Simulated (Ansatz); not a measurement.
System: MgO.

```
Mg O
1.0
     2.99491    0.00000    0.00000
    -1.49745    2.59367    0.00000
     0.00000    0.00000   59.94664
Mg O
24 24
Direct
  0.33333 0.66667 0.04227
  0.00000 0.00000 0.37561
  0.66667 0.33333 0.70894
  0.33333 0.66667 0.29106
  0.00000 0.00000 0.62439
  0.66667 0.33333 0.95773
  0.66667 0.33333 0.12560
  0.33333 0.66667 0.45894
  0.00000 0.00000 0.79227
  0.00000 0.00000 0.20773
  0.66667 0.33333 0.54106
  0.33333 0.66667 0.87440
  0.66667 0.33333 0.24877
  0.33333 0.66667 0.58211
  0.00000 0.00000 0.91544
  0.00000 0.00000 0.08456
  0.66667 0.33333 0.41789
  0.33333 0.66667 0.75123
  0.33333 0.66667 0.16667
  0.00000 0.00000 0.50000
  0.66667 0.33333 0.83333
  0.00000 0.00000 0.00000
  0.66667 0.33333 0.33333
  0.33333 0.66667 0.66667
  0.00000 0.00000 0.14613
  0.66667 0.33333 0.47947
  0.33333 0.66667 0.81280
  0.66667 0.33333 0.18720
  0.33333 0.66667 0.52053
  0.00000 0.00000 0.85386
  0.33333 0.66667 0.10508
  0.00000 0.00000 0.43842
  0.66667 0.33333 0.77175
  0.33333 0.66667 0.22825
  0.00000 0.00000 0.56158
  0.66667 0.33333 0.89492
  0.00000 0.00000 0.31287
  0.66667 0.33333 0.64621
  0.33333 0.66667 0.97954
  0.66667 0.33333 0.02046
  0.33333 0.66667 0.35379
  0.00000 0.00000 0.68712
  0.00000 0.00000 0.26924
  0.66667 0.33333 0.60257
  0.33333 0.66667 0.93590
  0.66667 0.33333 0.06410
  0.33333 0.66667 0.39743
  0.00000 0.00000 0.73076
```

Space group R-3m; a structure from a database of computed crystals, not necessarily the ambient phase; computed pressure about −5 GPa in this cell.

These are results of DFT, r2SCAN, plane-wave PAW, default files, scalar-relativistic, frozen cores in Ansatz, not measurements.

### Predict the valence pseudo-density and electron localisation function between the atoms.

Mg–O (2.12 Å): ρ at the midpoint is about 0.32 e/Å³; the ELF peaks at about 0.85 in the valence shell of O, 0.6 Å from its nucleus, and is about 0.35 at the midpoint (an ionic contact with no shared pair).
Mg–O (2.17 Å): the density is about 0.3 e/Å³ at the midpoint; the ELF peaks at about 0.85 in the valence shell of O, 0.6 Å from its nucleus, and is about 0.35 at the midpoint; a closed-shell, largely ionic contact.

### Does the calculation make it a metal, or give it a gap?

It is gapped, with a Kohn–Sham gap of 4.7 eV on the k-point mesh, an upper bound to the gap of this method.

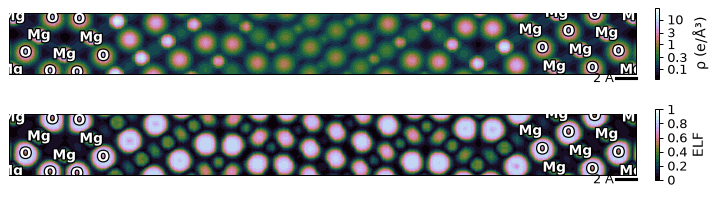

Computed valence pseudo-density and electron localisation function on the (111) plane of the conventional cell, in this order. Atoms just off the plane (Mg, 0.3 Å away and O, 0.3 Å away) can leave unmarked features too.

Core electrons are frozen (PAW), and the valence fields are smoothed inside the atomic spheres.
